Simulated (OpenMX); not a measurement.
# Ti: 7 runs along one coordinate

System: Ti (Fm-3m, 1 atom in the cell).
Method: Kohn-Sham DFT of a periodic cell, PBE, OpenMX 2013 PBE set, no spin polarisation (OpenMX 3.8.5).

The 7 runs differ only in the geometry, by an even scaling of the cell at fixed fractional positions. The structure derives from an entry of the Crystallography Open Database.

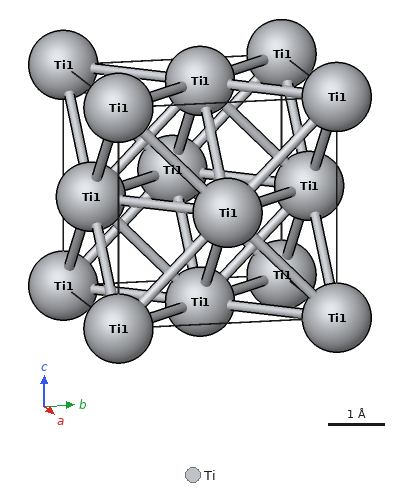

Figure 1. The structure of run 4 (ball-and-stick view of the cell 4 times as large as that of the calculation, set on its symmetry axes, seen slightly off an axis; atoms are numbered from 1 in the order of the input).

## Input of run 4
```
System.CurrrentDirectory             ./
System.Name                          Ti
DATA.PATH                            ./DFT_DATA13
level.of.stdout                      1
level.of.fileout                     1
Species.Number                       1
<Definition.of.Atomic.Species
  Ti  Ti7.0-s3p2d2           Ti_PBE13
Definition.of.Atomic.Species>

Atoms.Number                         1
Atoms.SpeciesAndCoordinates.Unit     FRAC
<Atoms.SpeciesAndCoordinates
    1  Ti    0.0000000000    0.0000000000    0.0000000000   6.000  6.000
Atoms.SpeciesAndCoordinates>

Atoms.UnitVectors.Unit               Ang
<Atoms.UnitVectors
     0.0000000000    2.0300000000    2.0300000000
     2.0300000000    0.0000000000    2.0300000000
     2.0300000000    2.0300000000    0.0000000000
Atoms.UnitVectors>

scf.XcType                           GGA-PBE
scf.SpinPolarization                 off
scf.ElectronicTemperature            580.226
scf.energycutoff                     400.0
scf.maxIter                          100
scf.EigenvalueSolver                 band
scf.Kgrid                            11 11 11
scf.Mixing.Type                      rmm-diisk
scf.Init.Mixing.Weight               0.05
scf.Min.Mixing.Weight                0.001
scf.Max.Mixing.Weight                0.3
scf.Mixing.History                   25
scf.Mixing.StartPulay                8
scf.criterion                        1.0e-8
scf.stress.tensor                    on
MD.Type                              nomd
```

Command:
```bash
openmx Ti.dat -nt 1 > Ti.std
```

Run 3 has the same physical settings and fractional positions; its lattice vectors (Å) are:
```
   0.000000    2.016375    2.016375
   2.016375    0.000000    2.016375
   2.016375    2.016375    0.000000
```

## Results, with one run withheld

| run | volume per atom (Å³) | free energy per atom, from the lowest run given (meV) |
| --- | --- | --- |
| 1 | 15.727 | 55.68 |
| 2 | 16.062 | 32.48 |
| 3 | 16.396 | ? |
| 4 | 16.731 | 5.45 |
| 5 | 17.065 | 0.12 |
| 6 | 17.400 | 0.00 |
| 7 | 17.735 | 4.38 |

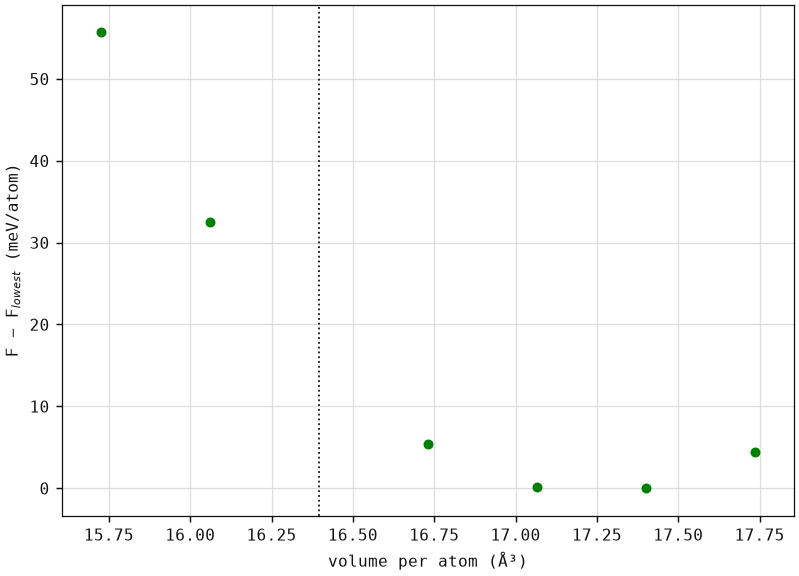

Figure 2. Free energy per atom of the runs given; the dotted line marks run 3.

What should run 3 give?

A cubic polynomial in V^(−2/3) (the Birch–Murnaghan form), fitted to the 6 runs given, misses them by at most 0.09 meV per atom. With x = V^(−2/3) − 0.15268 Å⁻², it reads F = 4.6552 + 3595.4 x + 6.2421e+05 x² − 8.2783e+05 x³ (meV per atom). At run 3 it gives 15.99 meV per atom, and the run itself gives 15.96. The fit has its minimum at 17.245 Å³ per atom, where V d²F/dV² gives 117 GPa: the bulk modulus at this level, since symmetry fixes the shape and the positions.

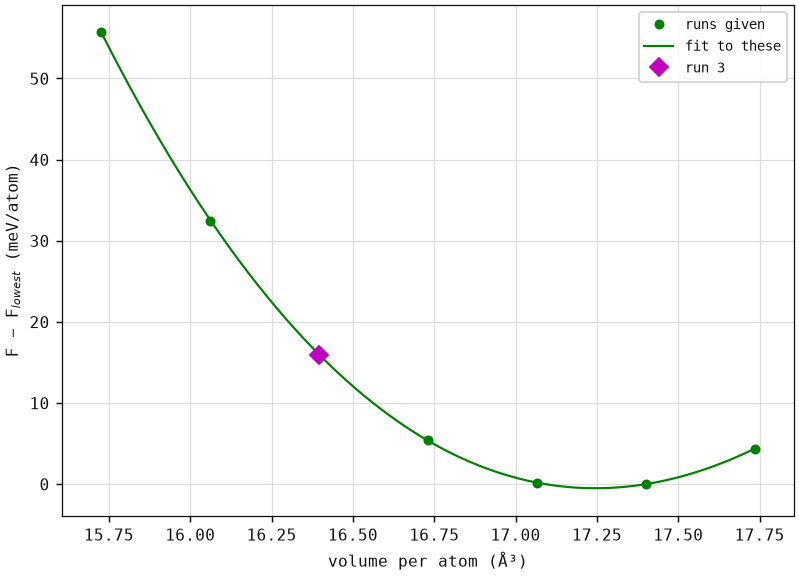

Figure 3. The fit and the withheld run.

## Some lines of the output (run 3)
```
[...]
  Cell_Volume =    110.647267289791 (Bohr^3)
        Total energy (Hartree) at MD = 1
   kloop=0
   kloop=1
   kloop=665
```

Notes: With a small basis of atomic orbitals these values can differ much from converged plane-wave results.
